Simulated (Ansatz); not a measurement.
**Sb: geometry relaxation (part 2 of 2)**

Sb (Fd-3m, 2 atoms in the cell); DFT, PBE, PAW with Ansatz's default frozen-core files, scalar-relativistic, no spin polarisation (Ansatz 0.2.0); cutoff 420 eV, 14×14×14 k-mesh, Fermi–Dirac smearing of 0.1 eV. The structure was built on a prototype by a generator; it need not be a known phase. Its volume is 0.44 times that of the source entry. It belongs to a series of runs on one base structure; here: diamond relaxed under pressure, PAW files.

Geometry of the input (Å; fractional positions):
```
0.0000  2.2939  2.2939
2.2939  0.0000  2.2939
2.2939  2.2939  0.0000
Sb -0.1250  -0.1250  -0.1250
Sb 0.1250  0.1250  0.1250
```

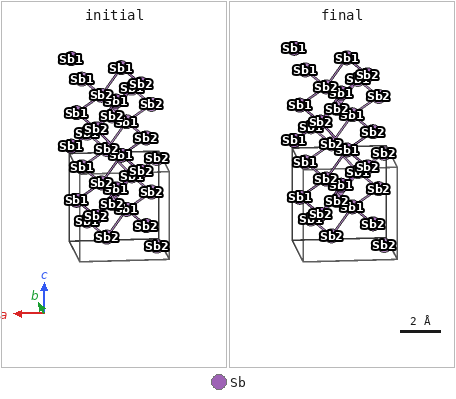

**Figure 1.** Before (left) and after (right) the relaxation, at one scale (ball-and-stick view of the cell 4 times as large as that of the calculation, set on its symmetry axes, repeated 1 × 2 × 2, seen at an oblique angle). The atoms keep their places relative to the cell (all moves are under 0.005 Å). Cell: a = b = c 4.588 → 4.822 Å (+5.1 %). Volume +16.1 %. Among the contacts that change: Sb1–Sb2 1.987 → 2.088 Å. The space group stays Fd-3m (No. 227). Over 3 geometry steps the energy falls by 11.363 eV per cell of the calculation. All forces vanish by symmetry, so only the cell relaxes. Pressure: 587.81 GPa at the start and 369.94 GPa at the end. A last SCF at the same geometry on a re-selected plane-wave basis shifts the energy by −8.4 meV per cell of the calculation. (Atoms are counted from 1 in the order of the input.)

```
basis re-selected at this cell: Δ(F+E_penalty+E_count) = -8.392e-3 eV, ΔP = -0.064 GPa vs the last step (what re-selecting the basis moved, of the pressure what is left beyond the Pulay correction that the steps carried, after the strain that the cell walked since its last selection, with what the two solves' SCF thresholds leave and, on support functions, any second-order correction that the steps lacked; it is no measure of the basis error at this ecutwfc). This SCF's stress stands 6.02e-2 GPa from its target on what of the cell is left free (relax.cell.stress_tol is 1.85e-1 GPa) and its largest allowed force component is 1.43e-16 eV/Å (relax.f_tol is 5.00e-3 eV/Å): within both
SCF converged after 5 iterations
Free energy (F): -12944.285275 eV
Harris-Foulkes:  -12944.285275 eV  (|F-HF|=1.82e-11)
Internal energy: -12944.253308 eV  (E = F + TS)
E sigma→0 (E₀):  -12944.269292 eV
Entropy (-TS):   -0.031967 eV (-15.983 meV/atom)
Fermi energy:    27.280675 eV
--- Per-component energies (eV) ---
  E_band       = 51.219591
  E_kinetic    = 468.952820
  E_local      = -2221.847728  (includes V_loc(G=0)·N_el)
  E_nonlocal   = 745.074464
  E_hartree    = 1140.261348
  E_xc         = -295.741747
  E_vxc        = -217.762366  (∫ρ·V_xc dr)
  E_paw        = -9161.547127  (= ΣΔE_a)
  E_vpaw       = -1003.720064  (= ΣTr[D̂ρ^β])
  E_aug_tail   = -0.000003  (compensation charges beyond the density's cutoff)
  E_ewald      = -3619.405333
  E_smearing   = -0.031967  (= −TS)
  E_closure    = 0.000000  (closes the sum)
  Σ components = -12944.285275   (vs F -12944.285275, Δ=0.00e0)
--- Forces (eV/Å), atoms counted from 1 ---
  atom   1  Sb     0.00000000    -0.00000000    -0.00000000
  atom   2  Sb    -0.00000000     0.00000000     0.00000000
  max |Σ_I F_I| component: 7.40e-17 eV/Å
--- Stress (GPa, compression-positive) ---
      369.939829       0.000000       0.000000
        0.000000     369.939829       0.000000
        0.000000       0.000000     369.939829
  P = ⅓ Tr σ = 369.9398 GPa (3699.398 kbar)
--- Band table (eV; the first three rows and the last of 104) ---
  k-point 0: bands = ["-7.4058", "-7.4058", "-7.4058", "-7.1140", "-7.1140", "-5.2935", "-5.2935", "-5.2935", "-4.9446", "-4.9446", "4.4797", "24.8447", "24.8447", "24.8447", "26.6667", "26.6667", "26.6667", "29.9964", "30.2155"]
  k-point 1: bands = ["-7.4368", "-7.4368", "-7.4012", "-7.0717", "-7.0717", "-5.3138", "-5.3138", "-5.3066", "-4.9304", "-4.9304", "4.5928", "23.3011", "24.4034", "24.4034", "27.1394", "27.1394", "27.2890", "30.3648", "30.8182"]
  k-point 2: bands = ["-7.4946", "-7.4946", "-7.3885", "-6.9838", "-6.9838", "-5.3599", "-5.3599", "-5.3433", "-4.8997", "-4.8997", "4.9315", "20.9496", "23.6392", "23.6392", "27.4337", "27.9271", "27.9271", "30.8931", "31.7843"]
  k-point 103: bands = ["-7.8101", "-7.8101", "-6.7008", "-6.7008", "-6.1328", "-6.1328", "-5.8388", "-5.8388", "-4.5836", "-4.5836", "12.0083", "12.0083", "16.3497", "16.3497", "28.4474", "28.4474", "31.2399", "31.2399", "39.1123"]
--- Relaxed structure (4 steps of the walk, 4 accepted, 1 SCFs on fresh bases) ---
  F+E_penalty+E_count = -12944.28527494 eV   max|allowed force component| = 1.434e-16 eV/Å   (the final SCF, on the basis selected at the relaxed cell)
  cell:  # Å, volume = 28.0300 Å³
    - [1.8700015360726818e-32, 2.411003240184698, 2.411003240184698]
    - [2.411003240184698, 2.566793661571154e-32, 2.411003240184698]
    - [2.411003240184698, 2.411003240184698, 1.8177739727355018e-32]
  atoms:
    - { symbol: Sb, position: [-0.125, -0.125, -0.125] }
    - { symbol: Sb, position: [0.125, 0.125, 0.125] }
```

## File v_z.tsv
```
# z_ang	v_es[eV]	v_tot[eV]
# format = ansatz-planar-average/11
# xc	pbe
# density_cutoff_ev	1680
# datasets	Sb=:simpson_from_first_knot:soft
# lattice	0.000000000	2.411003240	2.411003240
# lattice	2.411003240	0.000000000	2.411003240
# lattice	2.411003240	2.411003240	0.000000000
# sites	2
# site	51	-0.602750810	-0.602750810	-0.602750810
# site	51	0.602750810	0.602750810	0.602750810
0.000000	5.856578e0	-1.003797e1
0.142070	6.116137e0	-9.688163e0
0.284139	6.882415e0	-8.668404e0
0.426209	8.111545e0	-7.059485e0
0.568279	9.710707e0	-4.979616e0
0.710349	1.152267e1	-2.582586e0
0.852418	1.335975e1	-6.127745e-2
0.994488	1.509829e1	2.409690e0
1.136558	1.674518e1	4.757387e0
1.278628	1.833915e1	6.917165e0
1.420697	1.979868e1	8.737457e0
1.562767	2.089364e1	1.001950e1
1.704837	2.131118e1	1.049749e1
1.846906	2.089364e1	1.001950e1
1.988976	1.979868e1	8.737457e0
2.131046	1.833915e1	6.917165e0
2.273116	1.674518e1	4.757387e0
2.415185	1.509829e1	2.409690e0
2.557255	1.335975e1	-6.127745e-2
2.699325	1.152267e1	-2.582586e0
2.841395	9.710707e0	-4.979616e0
2.983464	8.111545e0	-7.059485e0
3.125534	6.882415e0	-8.668404e0
3.267604	6.116137e0	-9.688163e0
```

## Trajectory as extended XYZ (Å, eV, eV/Å), 5 frames, from step=1 to step=5
```
2
Lattice="0.0000 2.2939 2.2939 2.2939 0.0000 2.2939 2.2939 2.2939 0.0000" Properties=species:S:1:pos:R:3:forces:R:3 step=1 energy=-12932.91357 pressure_GPa=587.81
Sb   -0.5735   -0.5735   -0.5735    0.0000   0.0000   0.0000
Sb    0.5735    0.5735    0.5735    0.0000   0.0000   0.0000
2
Lattice="0.0000 2.4057 2.4057 2.4057 0.0000 2.4057 2.4057 2.4057 0.0000" Properties=species:S:1:pos:R:3:forces:R:3 step=2 energy=-12943.84935 pressure_GPa=377.71
Sb   -0.6014   -0.6014   -0.6014    0.0000   0.0000   0.0000
Sb    0.6014    0.6014    0.6014    0.0000   0.0000   0.0000
2
Lattice="0.0000 2.4103 2.4103 2.4103 0.0000 2.4103 2.4103 2.4103 0.0000" Properties=species:S:1:pos:R:3:forces:R:3 step=3 energy=-12944.21726 pressure_GPa=371.08
Sb   -0.6026   -0.6026   -0.6026    0.0000   0.0000   0.0000
Sb    0.6026    0.6026    0.6026    0.0000   0.0000   0.0000
2
Lattice="0.0000 2.4110 2.4110 2.4110 0.0000 2.4110 2.4110 2.4110 0.0000" Properties=species:S:1:pos:R:3:forces:R:3 step=4 energy=-12944.27688 pressure_GPa=370.00
Sb   -0.6028   -0.6028   -0.6028    0.0000   0.0000   0.0000
Sb    0.6028    0.6028    0.6028    0.0000   0.0000   0.0000
2
Lattice="0.0000 2.4110 2.4110 2.4110 0.0000 2.4110 2.4110 2.4110 0.0000" Properties=species:S:1:pos:R:3:forces:R:3 step=5 energy=-12944.28528 pressure_GPa=369.94
Sb   -0.6028   -0.6028   -0.6028    0.0000   0.0000   0.0000
Sb    0.6028    0.6028    0.6028    0.0000   0.0000   0.0000
```

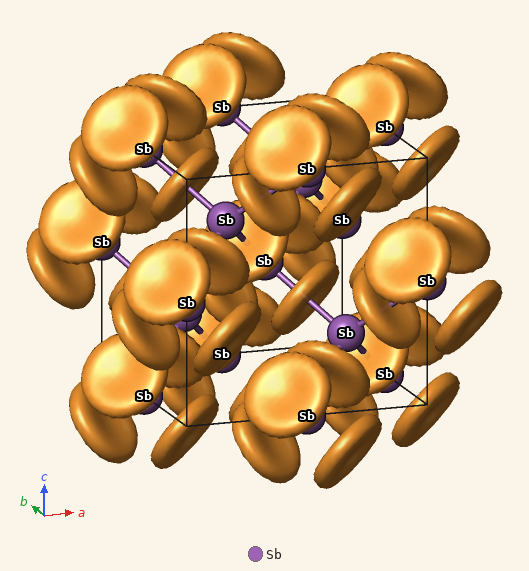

**Figure 2.** Isosurface of the electron localisation function at 0.45 (orange), seen slightly off an axis. Core shells and regions of very low density are left out. Sticks mark near contacts. The outline is the cell set on symmetry axes. Profiles from the grid: Sb–Sb (2.09 Å): the ELF is about 0.50 at the midpoint (nearly free electrons, as in a simple metal). The fields are those of the smooth PAW valence density.

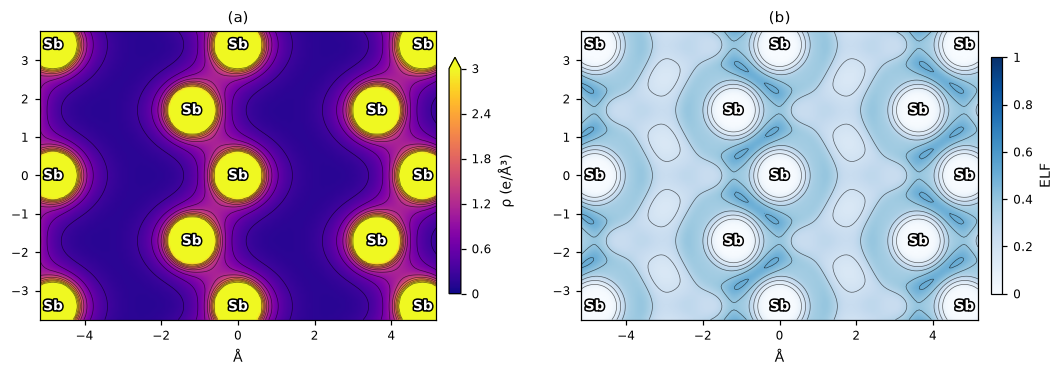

**Figure 3.** (a) valence pseudo-density; (b) electron localisation function on the (110) plane of the conventional cell. Atoms in the plane: Sb. Sb–Sb (2.09 Å): ρ is about 1.1 e/Å³ halfway; the ELF is about 0.50 at the midpoint (metallic bonding. Away from the nuclei the density in this plane falls to 0.15 e/Å³ at its lowest.

## Summary

| quantity | value |
| --- | --- |
| outcome | converged |
| space group (tolerance 0.01 Å) | Fd-3m (227) |
| electrons treated | 30 |
| free energy | −12944.2853 eV |
| Fermi energy | 27.281 eV |
| pressure | 369.94 GPa |
| final volume | 28.03 Å³ |
| largest force (length of the vector) at the end | under 0.001 eV/Å |
| final cell | a = 3.410 Å, b = 3.410 Å, c = 3.410 Å, α = 60.00°, β = 60.00°, γ = 60.00° |
| hardware | 1 thread of Arm Neoverse V1, 24 GiB of memory available, shared host |
| wall time | 17 s |
| peak memory | 0.34 GiB |

## Notes

The cell was relaxed to the target pressure of the input; what is minimised is then the enthalpy E + pV.
